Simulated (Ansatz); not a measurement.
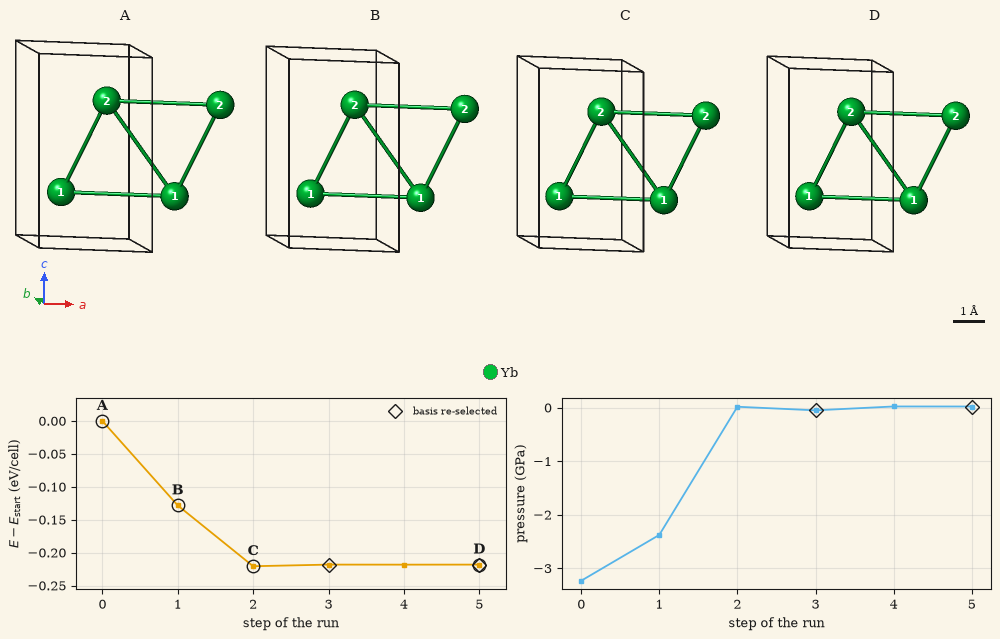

Frames of a relaxation of solid Yb (a generated structure, set up in P6_3/mmc), marked on the history of the run. Style: ball-and-stick. Shown: the cell of the calculation, repeated 2 × 1 × 1 with one cell outlined, slightly off an axis.

Phase: hcp.

Theory: Ansatz 0.2.0, DFT, PBEsol, plane waves (420 eV) with PAW, scalar-relativistic. (plane-wave cutoff 420 eV; k-point mesh 9 × 9 × 5; occupations fermi dirac; smearing width 0.1 eV; no spin polarisation; cell and atoms relaxed; force threshold 0.01 eV/Å; at most 60 steps)

Question: What happens along the run?

Answer: No atom moves by more than 0.005 Å relative to the cell. The volume changes by −21.8 %, with a = b 3.879 → 3.568 Å (−8.0 %), c 6.335 → 5.854 Å (−7.6 %). Some distances before and after: Yb1–Yb1 3.879 → 3.568 Å, Yb1–Yb2 3.879 → 3.579 Å. The space group stays P6_3/mmc (No. 194). The energy falls by 0.218 eV per cell of the calculation in 3 accepted moves (5 points after the start). All forces vanish by symmetry, so only the cell relaxes. Pressure: −3.23 GPa at the start and 0.02 GPa at the end. At 2 points the geometry stayed and the basis and grid were re-selected for the new cell (energy shift of 2.5 meV per cell of the calculation at most each time). The program noted that a PAW file was made for another functional than the run's. From step 0 to 1: volume −8.6 %, energy −0.128 eV per cell of the calculation. From step 1 to 2: volume −14.1 %, energy −92.3 meV per cell of the calculation. From step 2 to 5: volume −0.3 %, energy +2.5 meV per cell of the calculation.

```csv
step,"E − E(0), meV/atom","pressure, GPa","volume, Å³/atom",note
0,0.00,-3.23,41.281,
1,-64.14,-2.38,37.724,
2,-110.28,0.02,32.389,
3,-109.04,-0.05,32.389,"same geometry, new basis"
4,-109.08,0.02,32.276,
5,-109.05,0.02,32.276,"same geometry, new basis"
```

Limits of the set-up: 4f states are treated without a Hubbard U.
